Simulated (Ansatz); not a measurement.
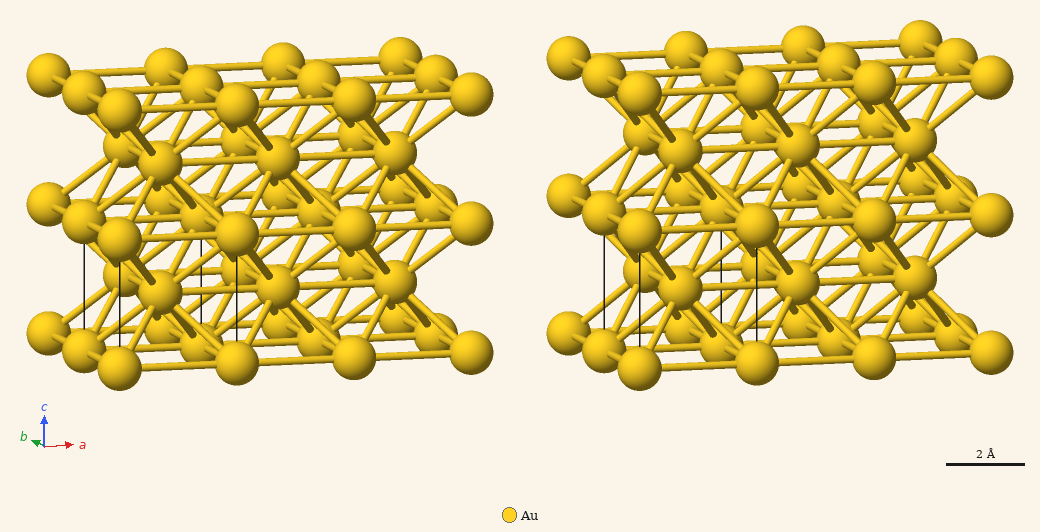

Two geometries of solid Au (set up in I4/mmm), drawn at one scale. One is the start of a relaxation, the other its converged end. Style: ball-and-stick. Shown: the cell of the calculation, repeated 3 × 2 × 2 with one cell outlined, slightly off an axis.

Theory: Ansatz 0.2.0, DFT PBE, scalar-relativistic, plane waves, PAW. Set-up: plane-wave cutoff 420 eV; k-point mesh 16 × 16 × 16; occupations gaussian; smearing width 0.1 eV; no spin polarisation; cell relaxed at fixed a, b, gamma; force threshold 0.008 eV/Å; at most 40 steps.

Question: Which geometry has the lower energy?

Answer: The right one is the relaxed one. Case: biaxial strain in the a-b plane of -4.0 %; c and atoms relaxed. No atom moves by more than 0.005 Å relative to the cell. Cell: a = b unchanged at 3.169 Å, c 3.381 → 3.602 Å (+6.6 %). Volume +6.6 %. Near-neighbour distances that change, for instance: Au–Au 2.807 → 2.875 Å. The space group stays I4/mmm (No. 139). After 4 accepted moves (6 points after the start) the energy has fallen by 68.7 meV per cell of the calculation. All forces vanish by symmetry, so only the cell relaxes. Pressure: 9.88 GPa at the start and −0.57 GPa at the end. At 2 points the geometry stayed and the basis and grid were re-selected for the new cell (energy shift of 0.8 meV per cell of the calculation at most each time). The run took 49 s on 1 thread of Intel(R) Xeon(R) 6975P-C (Granite Rapids), on a shared host, peak memory 0.58 GiB.
